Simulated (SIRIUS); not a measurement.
System: WS₂, space group P-6m2 (No. 187).

Starting cell:
```xyz
3
Lattice="3.1835 0.0000 0.0000 -1.5918 2.7570 0.0000 0.0000 0.0000 16.9506" Properties=species:S:1:pos:R:3 pbc="T T T"
W     0.0000    0.0000    0.0000
S     0.0000    1.8380    1.5595
S     0.0000    1.8380   15.3911
```

Method: all-electron LAPW DFT, no spin polarisation; energies at scaled volumes of the given cell, shape and fractions fixed, counted from the fit's minimum, third-order Birch-Murnaghan fit (SIRIUS 7.12.0). Level: PBEsol.

- k mesh: 10×10×2
- occupations: Fermi–Dirac
- smearing width: 0.05 eV
- potentials: all electron FP LAPW
- program settings: basis apw+lo standard, gk cutoff 3.91 1/bohr, pw cutoff 20 1/bohr

Predict the energy against volume. The volume takes the values 46.62, 47.61, 48.60, 49.59, 50.58, 51.58, 52.57 Å³/atom.

A third-order Birch–Murnaghan fit gives V0 = 48.70 Å³/atom, B0 = 60.6 GPa and B′ = 4.3. The energy is 18.11 meV/atom at volume 46.62 Å³/atom and 50.80 meV/atom at 52.57 Å³/atom; the lowest computed point is at volume 48.60 Å³/atom (0.03 meV/atom), in a single well.

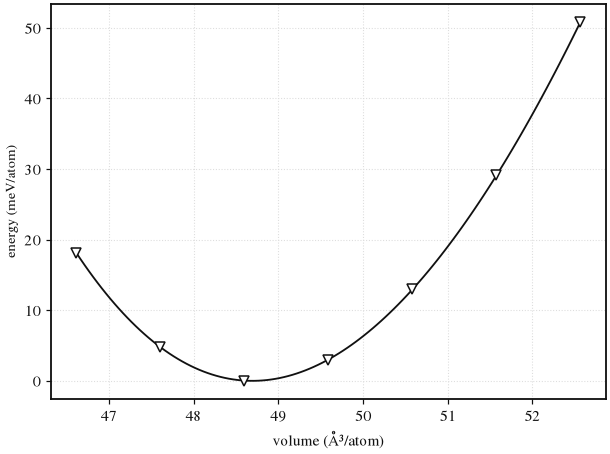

Keep in mind: shape and atomic fractions are frozen while scaling, which makes layered, chain and framework solids too stiff.
